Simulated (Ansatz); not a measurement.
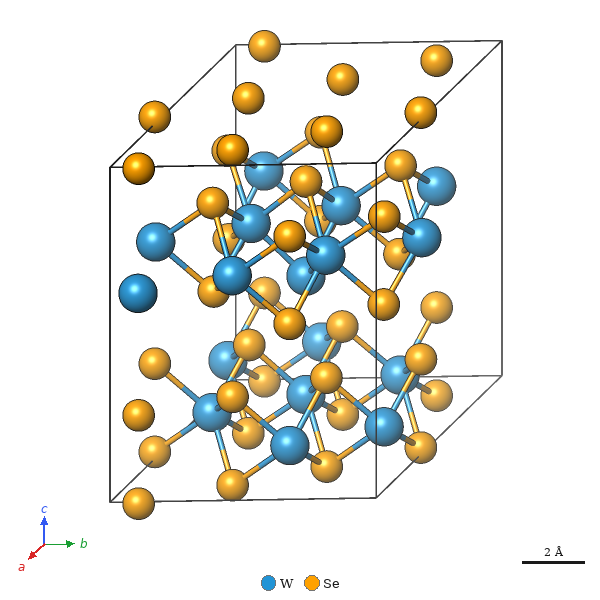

We look at a ball-and-stick model of the crystal from a general direction. The edges of the supercell are marked. The host is WSe2, in a cell of 42 sites, and the cell carries a charge of +1.

What defect is present?

Answer. Tungsten on a selenium site (an antisite). It is bonded to three W in a trigonal pyramidal arrangement at about 2.6 Å. Not all metal-metal contacts are counted.

Method used: DFT PBE+D3(BJ), scalar-relativistic, plane waves, PAW (Ansatz). It ran with a cutoff energy of 420 eV, a 2×2×2 grid in reciprocal space, Gaussian smearing of 0.01 eV, collinear spins.

Does the defect carry a magnetic moment?

Answer. Yes, 1.0 μB in the cell.

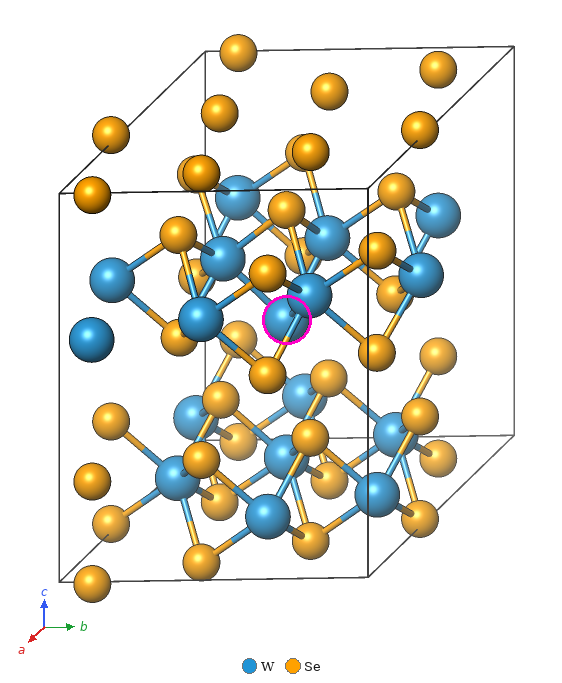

The same cell with a ring at the defect's site.

The atoms were relaxed in the host's cell with DFT PBE+D3(BJ), scalar-relativistic, plane waves, PAW in Ansatz 0.2.0.
